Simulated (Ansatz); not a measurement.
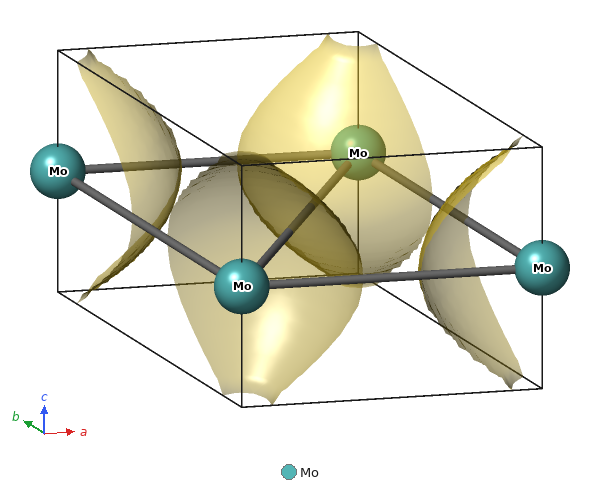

Figure 1: Mo. Isosurface of the valence charge density (pseudo) at 0.5 e/Å³ (yellow), seen at an oblique angle. Sticks mark near contacts.

Space group P6/mmm; a structure from a database of computed crystals, not necessarily the ambient phase; computed without spin polarisation.

Computed with Ansatz, DFT PBEsol, scalar-relativistic, plane waves, PAW.

The density is the valence pseudo-density of a PAW calculation; it isn't the true density close to the nuclei.

Question: How is the density connected at this value?

Answer: At this value the density is joined into chains; it holds about 80 % of the electrons treated as valence (semicore included). It bridges the sampled Mo–Mo (2.49 Å) contact, where the density stays above the isovalue. It is pinched off along the sampled Mo–Mo (2.74 Å) contacts. On the grid the lowest density along these lines, outside the cores, is 0.58 e/Å³ (Mo–Mo, 2.49 Å) and 0.37 e/Å³ (Mo–Mo, 2.74 Å).

Question: Does the calculation give a band gap?

Answer: It is metallic or semimetallic at this level of theory: no gap opens.
